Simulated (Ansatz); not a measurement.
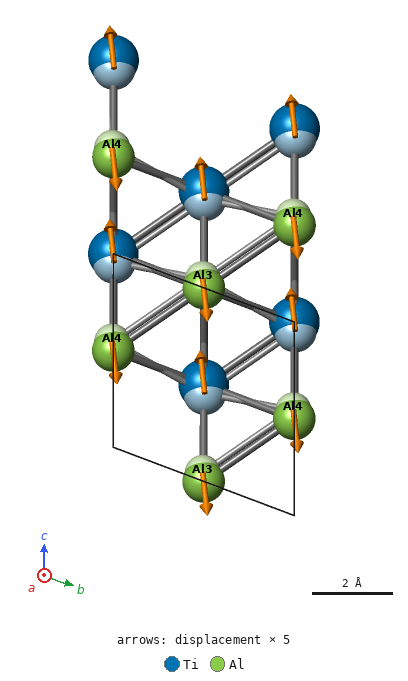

This is a relaxation of crystalline TiAl (set up in P1). The starting structure is drawn faded, the final one solid; orange arrows show the displacements (the part carried along by the change of the cell is left out), 5 times their true length.

A ball-and-stick model of the cell of the calculation, repeated 1 × 1 × 2 with one cell outlined, seen along the a axis.

Case: all Al atoms moved 0.5 Å in one direction; relaxed back.

These are results of DFT LDA, scalar-relativistic, plane waves, PAW (Ansatz 0.2.0), not measurements.

Input
```yaml
crystal:
  lattice:
    - [-2.7650274506, 0.0, 0.0]
    - [0.0, 2.7650274506, 4.004032621]
    - [0.0, 2.7650274506, -4.004032621]
  atoms:
    - { symbol: Ti, position: [1.0440293461, 0.5051976484, 0.4572312444] }
    - { symbol: Ti, position: [1.0440293461, 0.0051976484, -0.0427687556] }
    - { symbol: Al, position: [0.4559706539, 0.4948023516, 0.0427687556] }
    - { symbol: Al, position: [0.4559706539, -0.0051976484, 0.5427687556] }
basis:
  ecutwfc: 420
kpoints:
  mp_grid: { grid: [12, 8, 8] }
hamiltonian:
  xc: lda
scf:
  occupations: { method: gaussian, width: 0.15 }
output:
  forces: true
  stress: true
  eigenvalues: true
relax:
  adjacent_minimum: "off"
  f_tol: 0.01
  max_steps: 80
  cell: { stress_tol: 0.1 }
```

Command:
```bash
ansatz run input.yaml --threads 1 --pin off --max-ram 2560MiB --backend cpu --events-out ev --progress --plain --runs-dir out
```

Describe the change and its energy.

After 4 accepted moves (5 points after the start) the energy has fallen by 427 meV per atom. Largest force component: 3.3 eV/Å at the start, 0.00017 eV/Å at the end. The pressure goes from 11.17 to 0.01 GPa. At 1 point the geometry stayed and the basis and grid were re-selected for the new cell (energy shift of less than 0.05 meV per atom at most each time). The largest moves relative to the cell, 0.25 Å, are those of Ti1, Ti2, Al3 and Al4. Al3 goes along [1 0 −1]. Largest moves by element: Al 0.25 Å, Ti 0.25 Å. The drawn cell changes at constant volume: a 2.765 → 2.769 Å (+0.2 %), b = c 4.866 → 4.859 Å (−0.1 %), α 110.7° → 110.6°. Some distances before and after: Ti1–Al3 3.296 → 2.796 Å, Ti1–Al3 (another image) 2.301 → 2.796 Å, Ti1–Al4 3.117 → 2.797 Å, Ti1–Al3 (another image) 3.085 → 2.797 Å. The space group (tolerance 0.01 Å) goes from P1 (No. 1) to P4/mmm (No. 123).
